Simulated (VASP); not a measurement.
## Two runs on Sb

System: Sb (Pm-3m, 1 atom in the cell).
Method of run A: Kohn-Sham DFT of a periodic cell, r2SCAN, VASP PAW PBE potentials, recommended, no spin polarisation (VASP 6.6.1).

The structure derives from a Materials Project entry. 

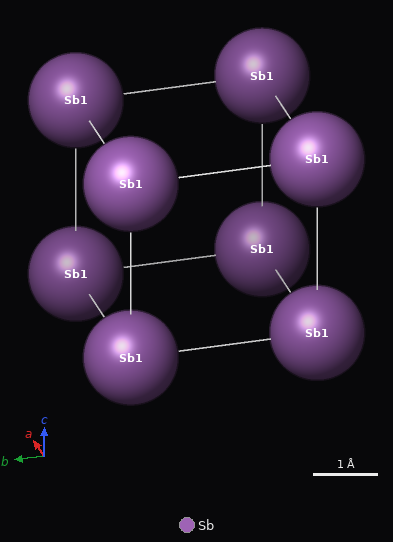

Figure 1. The starting structure (spheres-only view of the cell of the calculation, seen at an oblique angle; atoms are numbered from 1 in the order of the input).

## INCAR, run A
```
SYSTEM = Sb
PREC = Accurate ; ENCUT = 600
EDIFF = 1E-7 ; ISMEAR = 0
SIGMA = 0.1 ; LREAL = .FALSE.
LASPH = .TRUE. ; NELM = 60
ALGO = Normal ; ISIF = 3
LWAVE = .FALSE. ; LCHARG = .FALSE.
METAGGA = R2SCAN ; LMIXTAU = .TRUE.
IBRION = 2 ; NSW = 90
EDIFFG = -0.005
```

## KPOINTS, run A
```
regular mesh
0
G
  14 14 14
  0 0 0
```

## POSCAR, run A
```
Sb
1.0
    3.0833436100      0.0000000000      0.0000000000
    0.0000000000      3.0833436100      0.0000000000
    0.0000000000      0.0000000000      3.0833436100
Sb
1
Direct
    0.0000000000      0.0000000000      0.0000000000
```

Command:
```bash
cat potpaw_PBE.64/Sb/POTCAR > POTCAR
mpirun -np 1 vasp_std > vasp.out
```

Hardware: 1 thread of Intel Xeon (Granite Rapids), 64 GiB of memory available, shared host.

## OSZICAR and lines of OUTCAR (run A)
```
N       E                     dE             d eps       ncg     rms          rms(c)
DAV:   1    -0.121756392772E+02   -0.12176E+02   -0.18546E+03  1446   0.637E+02
DAV:   2    -0.260143635737E+02   -0.13839E+02   -0.13222E+02  2040   0.816E+01
DAV:   3    -0.262384902625E+02   -0.22413E+00   -0.22008E+00  1656   0.114E+01
DAV:   4    -0.262396508844E+02   -0.11606E-02   -0.11601E-02  2118   0.105E+00
DAV:   5    -0.262396532214E+02   -0.23370E-05   -0.23365E-05  1800   0.311E-02    0.172E+00
DAV:   6    -0.255774385787E+02    0.66221E+00   -0.14844E-01  1656   0.311E+00    0.125E+00
DAV:   7    -0.258921317903E+02   -0.31469E+00   -0.96958E-02  1482   0.273E+00    0.223E-01
[...]
DAV:   4    -0.256452590648E+02   -0.30210E-04   -0.20702E-05  1530   0.355E-02    0.635E-03
DAV:   5    -0.256452590812E+02   -0.16429E-07   -0.44199E-07  1644   0.625E-03
   2 F= -.25645259E+02 E0= -.25643710E+02  d E =-.633512E-04
       N       E                     dE             d eps       ncg     rms          rms(c)
DAV:   1    -0.256453131844E+02   -0.54120E-04   -0.13032E-03  1488   0.214E-01    0.298E-02
DAV:   2    -0.256453003202E+02    0.12864E-04   -0.32996E-05  1572   0.482E-02    0.196E-02
DAV:   3    -0.256452932120E+02    0.71081E-05   -0.14883E-05  1494   0.301E-02    0.207E-03
DAV:   4    -0.256452970320E+02   -0.38199E-05   -0.25330E-06  1584   0.131E-02    0.231E-03
DAV:   5    -0.256452971067E+02   -0.74718E-07   -0.51411E-08  1116   0.264E-03
   3 F= -.25645297E+02 E0= -.25643742E+02  d E =-.101377E-03
[... from OUTCAR:]
  free energy    TOTEN  =       -25.64529711 eV
  energy without entropy =      -25.64218764  energy(sigma->0) =      -25.64374237
 E-fermi :   7.1823     XC(G=0): -10.1667     alpha+bet :-12.1603
  free  energy   TOTEN  =       -25.6452971067 eV
  energy  without entropy=      -25.6421876422  energy(sigma->0) =      -25.64374237
```

Run B used a changed input.

## The two runs side by side

| quantity | run A | run B |
| --- | --- | --- |
| outcome | converged | converged |
| free energy per atom (eV) | −25.6453 | −25.5027 |
| energy per atom, smearing taken to zero (eV) | −25.6437 | −25.5011 |
| gap on the mesh (eV) | 0.00 | 0.00 |
| pressure (GPa) | 0.01 | 0.01 |
| volume per atom (Å³) | 29.44 | 29.12 |
| largest force (eV/Å) | 0.000 | 0.000 |
| SCF iterations | 28 | 33 |
| irreducible k-points | 120 | 120 |

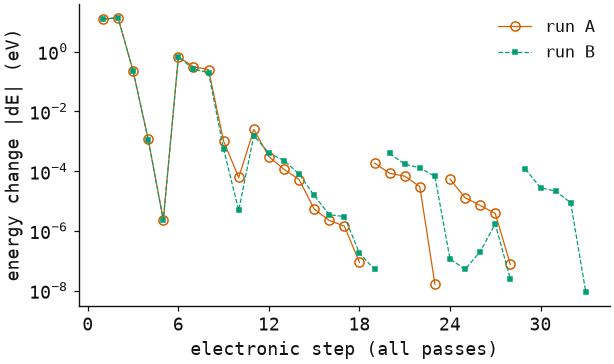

Figure 2. Convergence of the two runs: energy change |dE| against the electronic step. A break in a curve parts two SCF passes. Run A takes 28 steps in all, and run B takes 33.

What was changed in the input?

The change (lines with − go, lines with + come):
```diff
+LUSE_VDW = .TRUE. ; IVDW_NL = 2
+BPARAM = 11.95 ; CPARAM = 0.0093
```

The total energies belong to different models, so their difference says nothing on which is more stable or more accurate. The volume per atom goes from 29.44 to 29.12 Å³. The SCF takes 33 iterations over all geometry steps against 28. On the same kind of shared host run B took about 1.6 times as long.

## OSZICAR and lines of OUTCAR (run B)
```
N       E                     dE             d eps       ncg     rms          rms(c)
DAV:   1    -0.120710615707E+02   -0.12071E+02   -0.18545E+03  1446   0.637E+02
DAV:   2    -0.258771044215E+02   -0.13806E+02   -0.13190E+02  2046   0.815E+01
DAV:   3    -0.260981560869E+02   -0.22105E+00   -0.21714E+00  1674   0.113E+01
DAV:   4    -0.260992860983E+02   -0.11300E-02   -0.11295E-02  2106   0.103E+00
DAV:   5    -0.260992883910E+02   -0.22926E-05   -0.22930E-05  1824   0.307E-02    0.175E+00
DAV:   6    -0.254355638702E+02    0.66372E+00   -0.14908E-01  1656   0.312E+00    0.126E+00
DAV:   7    -0.256983303740E+02   -0.26277E+00   -0.99177E-02  1458   0.270E+00    0.180E-01
[...]
DAV:   8    -0.255026173126E+02   -0.17038E-05   -0.11853E-06  1440   0.195E-02    0.140E-02
DAV:   9    -0.255026173370E+02   -0.24323E-07   -0.62416E-09   762   0.741E-04
   2 F= -.25502617E+02 E0= -.25500990E+02  d E =-.157502E-03
       N       E                     dE             d eps       ncg     rms          rms(c)
DAV:   1    -0.255027340403E+02   -0.11673E-03   -0.23157E-03  1488   0.286E-01    0.430E-02
DAV:   2    -0.255027064471E+02    0.27593E-04   -0.72461E-05  1566   0.768E-02    0.278E-02
DAV:   3    -0.255026849188E+02    0.21528E-04   -0.32471E-05  1476   0.528E-02    0.265E-03
DAV:   4    -0.255026936645E+02   -0.87458E-05   -0.63836E-06  1536   0.215E-02    0.328E-03
DAV:   5    -0.255026936556E+02    0.88610E-08   -0.13108E-07  1488   0.347E-03
   3 F= -.25502694E+02 E0= -.25501079E+02  d E =-.233821E-03
[... from OUTCAR:]
  free energy    TOTEN  =       -25.50269366 eV
  energy without entropy =      -25.49946518  energy(sigma->0) =      -25.50107942
 E-fermi :   7.3189     XC(G=0): -10.2490     alpha+bet :-12.2929
  free  energy   TOTEN  =       -25.5026936556 eV
  energy  without entropy=      -25.4994651830  energy(sigma->0) =      -25.50107942
```
